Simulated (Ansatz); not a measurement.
SiC

The calculation's input:

```
crystal:
  lattice:
    - [3.0919867344, 0.0, 0.0115949503]
    - [-1.5459933672, 2.6777390602, -0.0057974751]
    - [0.0190266173, 0.0, 5.0737646004]
  atoms:
    - { symbol: Si, position: [0.3333333333, 0.6666666667, 0.0045636718] }
    - { symbol: Si, position: [0.6666666667, 0.3333333333, 0.5045636718] }
    - { symbol: C, position: [0.3333333333, 0.6666666667, 0.3804363282] }
    - { symbol: C, position: [0.6666666667, 0.3333333333, 0.8804363282] }
basis:
  ecutwfc: 420
kpoints:
  mp_grid: { grid: [12, 12, 6] }
hamiltonian:
  xc: pbe
scf:
  occupations: { method: gaussian, width: 0.05 }
output:
  forces: true
  stress: true
  eigenvalues: true
  write_density: true
  write_potential: true
  elf: true
  volumetric_format: npy
```

Command:

```sh
ansatz run input.yaml --threads 1 --pin off --max-ram 2560MiB --backend cpu --events-out ev --progress --plain --runs-dir out
```

Below, planes, directions and counts refer to the conventional cell (a = 3.09 Å, b = 5.36 Å, c = 5.07 Å, α = 90.00°, β = 90.43°, γ = 90.00°).

Space group Cc; changed on purpose from its base cell (strain +0.0075 x Voigt [0, 0, 0, 0, 1, 0], atoms carried along).

Method: Ansatz 0.2.0, DFT PBE, scalar-relativistic, plane waves, PAW.

Question: Predict the valence pseudo-density and electron localisation function between the atoms.

Answer: Si–C (1.91 Å): ρ at the midpoint is about 0.86 e/Å³; the ELF peaks at about 0.95 between the atoms (a shared electron pair).

Question: Does the calculation give a band gap?

Answer: It is gapped, with a Kohn–Sham gap of 2.3 eV on the k-point mesh, an upper bound to the gap of this method.

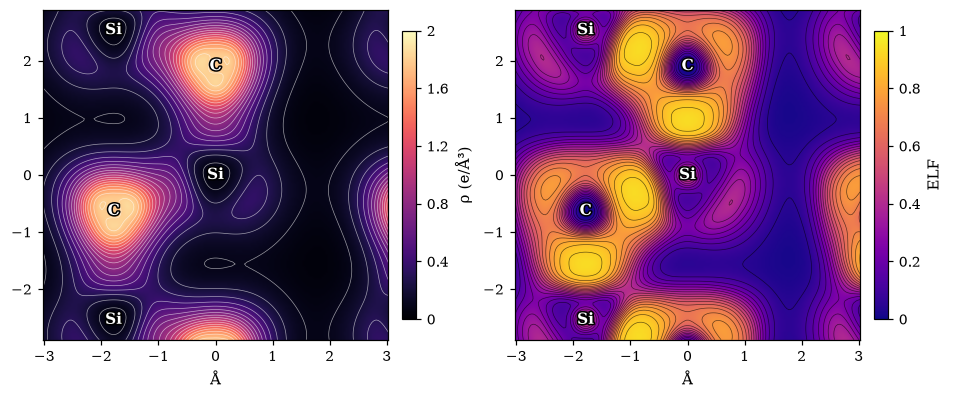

Computed valence pseudo-density and electron localisation function on the (100) plane of the conventional cell, in this order. 

Core electrons are frozen (PAW), and the valence fields are smoothed inside the atomic spheres.
